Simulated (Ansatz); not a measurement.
## Run report: YZr7O16, single-point calculation (part 2 of 2)

Continued. System: YZr7O16 (defect cell, 24 atoms in the cell). Method: DFT, RPBE, plane waves, PAW, spin-polarised (Ansatz 0.2.0); cutoff 930 eV, 2×2×2 k-mesh, Gaussian smearing of 0.01 eV, collinear spins. The structure derives from a Materials Project entry.

Geometry of the input (Å; fractional positions):
```
-5.1158  -5.1158  0.0000
-5.1158  0.0000  -5.1158
0.0000  -5.1158  -5.1158
Y  0.4999  0.4974  0.0014
Zr 1.0018  0.4955  0.0003
Zr 0.4986  0.9988  -0.0001
Zr 0.9978  0.9949  0.0041
Zr 0.5027  0.4994  0.4993
Zr 1.0016  0.4958  0.5031
Zr 0.4987  0.9988  0.5032
Zr 1.0000  0.9973  0.5016
O  0.3882  0.3845  0.3838
O  0.8454  0.3571  0.3978
O  0.3597  0.8422  0.4000
O  0.8964  0.8960  0.3468
O  0.3866  0.3858  0.8441
O  0.8823  0.3397  0.8897
O  0.3427  0.8797  0.8881
O  0.8983  0.8945  0.8612
O  0.1460  0.1420  0.1279
O  0.5973  0.1022  0.1500
O  0.1048  0.5953  0.1506
O  0.6485  0.6466  0.0989
O  0.1451  0.1433  0.5839
O  0.6263  0.0805  0.6473
O  0.0822  0.6240  0.6467
O  0.6492  0.6456  0.6062
```

### Output, continued
```
--- Forces (eV/Å), atoms counted from 1 ---
  atom   1  Y      0.00186674     0.00216996    -0.00215997
  atom   2  Zr     0.00118825    -0.00482891    -0.00288333
  atom   3  Zr    -0.00221746     0.01344124    -0.00189684
  atom   4  Zr    -0.01246485    -0.00431041    -0.00517765
  atom   5  Zr     0.01334746    -0.00298644     0.00898604
  atom   6  Zr    -0.00352859     0.00212416     0.00556668
  atom   7  Zr     0.00005391    -0.00364791     0.00082328
  atom   8  Zr    -0.00259891     0.00690379     0.00234817
  atom   9  O     -0.01049169     0.00776839    -0.00434530
  atom  10  O      0.00283408     0.00412260    -0.01511368
  atom  11  O      0.00279647    -0.00201629     0.00538345
  atom  12  O     -0.00308235     0.00381930     0.01214292
  atom  13  O     -0.01246662    -0.00441972     0.00287808
  atom  14  O      0.01160506     0.00793423     0.00221401
  atom  15  O      0.01173762    -0.00398321    -0.00298620
  atom  16  O     -0.00285986    -0.00350682    -0.00551071
  atom  17  O     -0.00274157     0.00277383    -0.00065442
  atom  18  O     -0.00321533     0.00213474    -0.00312335
  atom  19  O     -0.00678627    -0.00640468     0.00415279
  atom  20  O      0.00532503     0.00354756     0.00317763
  atom  21  O     -0.00074224    -0.00398012    -0.00904789
  atom  22  O      0.00535644    -0.00301623    -0.00073648
  atom  23  O      0.00146760    -0.00444399     0.01025103
  atom  24  O      0.00562039    -0.00919413    -0.00428924
  max |Σ_I F_I| component: 3.30e-6 eV/Å
--- Band table (eV; the first three rows and the last of 16) ---
  k-point 0 ↑: bands = ["-36.1667", "-36.1537", "-36.1387", "-36.1289", "-36.0110", "-35.8655", "-35.8633", "-28.0721", "-14.7223", "-14.7218", "-14.7168", "-14.6941", "-14.6006", "-14.5583", "-14.5533", "-14.2357", "-14.1628", "-14.1592", "-14.1469", "-14.1456", "-14.1150", "-14.0992", "-14.0352", "-14.0252", "-14.0248", "-13.9915", "-13.9754", "-13.9468", "-13.9459", "-8.5301", "-8.5298", "-8.5035", "-6.4486", "-5.5658", "-5.5622", "-5.5087", "-5.4150", "-5.2493", "-5.0640", "-5.0596", "-4.4549", "-4.3975", "-4.3884", "-4.3870", "-4.2274", "-4.0396", "-4.0142", "-4.0129", "6.0987", "6.1476", "6.2373", "6.5833", "6.7337", "6.7361", "7.3892", "7.3952", "7.5704", "7.6023", "7.6622", "7.8170", "7.8235", "7.8347", "8.5836", "8.5848", "8.6308", "8.7312", "8.8223", "8.8225", "9.0217", "9.0319", "9.0872", "9.2368", "9.2574", "9.3854", "9.3982", "9.5086", "9.9649", "10.0055", "10.0266", "10.0546", "10.0657", "10.1229", "10.2208", "10.2334", "10.2813", "10.3210", "10.3222", "10.3379", "10.4471", "10.4483", "10.9358", "10.9529", "11.0919", "11.1050", "11.1089", "11.1853", "15.5310", "15.8967", "15.9041", "15.9636", "16.2147", "16.2221", "16.2410", "16.2533", "16.2896", "16.3050", "16.3795", "16.4376", "16.7739", "16.8424", "17.6721", "17.6786", "17.7894", "17.9187", "18.2040", "18.2076", "18.2146", "18.2196", "18.4848", "18.5667"]
  k-point 1 ↑: bands = ["-36.1586", "-36.1571", "-36.1362", "-36.1347", "-36.0115", "-35.8655", "-35.8644", "-28.0723", "-14.6486", "-14.6110", "-14.5874", "-14.5730", "-14.4834", "-14.4218", "-14.3794", "-14.3658", "-14.3274", "-14.3088", "-14.2318", "-14.1666", "-14.1512", "-14.1428", "-14.1261", "-14.1227", "-14.0527", "-14.0425", "-13.9979", "-13.9921", "-13.9542", "-8.6523", "-8.5603", "-8.5438", "-5.7998", "-5.6854", "-5.1223", "-5.0912", "-5.0697", "-5.0334", "-4.9383", "-4.8962", "-4.7109", "-4.6632", "-4.5936", "-4.5511", "-4.4598", "-4.4223", "-4.3178", "-4.2894", "6.7957", "6.8518", "6.9211", "7.0011", "7.0595", "7.0684", "7.1973", "7.2269", "7.2981", "7.3713", "7.7980", "7.9187", "8.0234", "8.0653", "8.1182", "8.1366", "8.1729", "8.1887", "8.3241", "8.3295", "8.3480", "8.3589", "8.3782", "8.5773", "9.7539", "9.8049", "9.8504", "9.9969", "10.0266", "10.0536", "10.0712", "10.1364", "10.1462", "10.2433", "10.2612", "10.2986", "10.3198", "10.4131", "10.4494", "10.4730", "10.5472", "10.5725", "10.6211", "10.6981", "10.7563", "10.8036", "10.8499", "10.9872", "16.0062", "16.0498", "16.1527", "16.2188", "16.2280", "16.2378", "16.4101", "16.4637", "16.5101", "16.5384", "16.6245", "16.6515", "16.6594", "16.7479", "17.8769", "17.9336", "18.0156", "18.0901", "18.1285", "18.2582", "18.5141", "18.7310", "18.9630", "18.9800"]
  k-point 2 ↑: bands = ["-36.1584", "-36.1572", "-36.1361", "-36.1348", "-36.0115", "-35.8650", "-35.8648", "-28.0723", "-14.6481", "-14.6110", "-14.5874", "-14.5735", "-14.4837", "-14.4223", "-14.3793", "-14.3663", "-14.3272", "-14.3090", "-14.2321", "-14.1653", "-14.1507", "-14.1434", "-14.1261", "-14.1225", "-14.0522", "-14.0426", "-13.9980", "-13.9921", "-13.9545", "-8.6533", "-8.5601", "-8.5431", "-5.7995", "-5.6851", "-5.1206", "-5.0904", "-5.0710", "-5.0352", "-4.9375", "-4.8973", "-4.7112", "-4.6625", "-4.5923", "-4.5522", "-4.4607", "-4.4234", "-4.3179", "-4.2878", "6.7960", "6.8517", "6.9226", "7.0019", "7.0587", "7.0678", "7.1973", "7.2273", "7.2968", "7.3728", "7.7998", "7.9215", "8.0215", "8.0643", "8.1184", "8.1373", "8.1730", "8.1876", "8.3243", "8.3275", "8.3487", "8.3592", "8.3780", "8.5758", "9.7550", "9.8040", "9.8494", "9.9957", "10.0248", "10.0513", "10.0750", "10.1377", "10.1481", "10.2442", "10.2598", "10.3020", "10.3176", "10.4138", "10.4500", "10.4735", "10.5488", "10.5710", "10.6243", "10.6969", "10.7519", "10.8029", "10.8496", "10.9869", "16.0078", "16.0504", "16.1548", "16.2146", "16.2302", "16.2386", "16.4075", "16.4611", "16.5101", "16.5410", "16.6234", "16.6493", "16.6598", "16.7476", "17.8774", "17.9345", "18.0162", "18.0868", "18.1262", "18.2624", "18.5107", "18.7274", "18.9682", "18.9793"]
  k-point 7 ↓: bands = ["-36.1629", "-36.1620", "-36.1408", "-36.1394", "-36.0153", "-35.8701", "-35.8690", "-28.0718", "-14.6483", "-14.6122", "-14.5873", "-14.5730", "-14.4852", "-14.4247", "-14.3824", "-14.3696", "-14.3307", "-14.3125", "-14.2346", "-14.1690", "-14.1556", "-14.1457", "-14.1325", "-14.1288", "-14.0577", "-14.0472", "-14.0030", "-13.9967", "-13.9600", "-8.6406", "-8.5519", "-8.5339", "-5.7071", "-5.5925", "-5.0217", "-4.9913", "-4.9710", "-4.9380", "-4.8380", "-4.8040", "-4.6131", "-4.5624", "-4.4946", "-4.4525", "-4.3612", "-4.3199", "-4.2307", "-4.1990", "6.8853", "6.9259", "6.9596", "7.0615", "7.1080", "7.1364", "7.2638", "7.2727", "7.3702", "7.4172", "7.8847", "7.9954", "8.0942", "8.1577", "8.1779", "8.1965", "8.2463", "8.2488", "8.3841", "8.4064", "8.4303", "8.4316", "8.4546", "8.6481", "9.8311", "9.8904", "9.9320", "10.0879", "10.0965", "10.1175", "10.1546", "10.2012", "10.2547", "10.3169", "10.3580", "10.3705", "10.4297", "10.5107", "10.5387", "10.5658", "10.6339", "10.6705", "10.7442", "10.7865", "10.8982", "10.9201", "10.9732", "11.1389", "16.0072", "16.0599", "16.1530", "16.2228", "16.2370", "16.2404", "16.4055", "16.4620", "16.5212", "16.5511", "16.6248", "16.6592", "16.6689", "16.7631", "17.8839", "17.9405", "18.0294", "18.0939", "18.1367", "18.2673", "18.5191", "18.7346", "18.9829", "18.9921"]
```

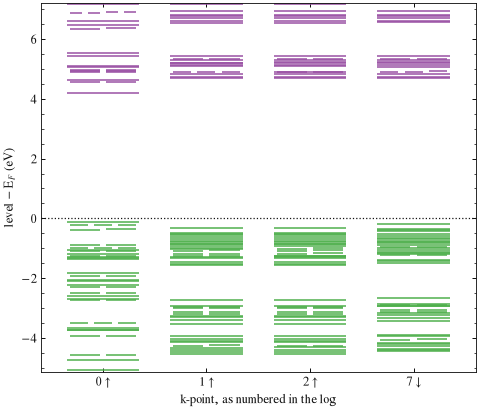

Figure 1. Kohn–Sham levels near the Fermi level (dotted) at the few k-points that the log prints; levels within 0.02 eV of each other stand side by side. The system is metallic on the full mesh.

### Key numbers

```json
{"quantity": "outcome", "value": "converged"}
{"quantity": "electrons treated", "value": "191"}
{"quantity": "free energy", "value": "−42339.9224 eV"}
{"quantity": "Fermi energy", "value": "11.323 eV"}
{"quantity": "gap on the k-point mesh", "value": "none (metallic)"}
{"quantity": "net moment of the cell", "value": "1.00 μB"}
{"quantity": "integrated absolute moment", "value": "1.15 μB"}
{"quantity": "largest force (length of the vector)", "value": "0.016 eV/Å"}
{"quantity": "wall time", "value": "40 s (CPU time 2.6 min)"}
{"quantity": "peak memory", "value": "3.6 GiB"}
```

### Notes

Settings chosen away from the usual ones: hamiltonian.pseudopotentials set to {"kind": "paw", "source": "ansatz"}; hamiltonian.xc set to rpbe (from pbe); basis.ecutwfc removed. The k-point mesh is coarse for a cell of this size, so the results may not be converged.
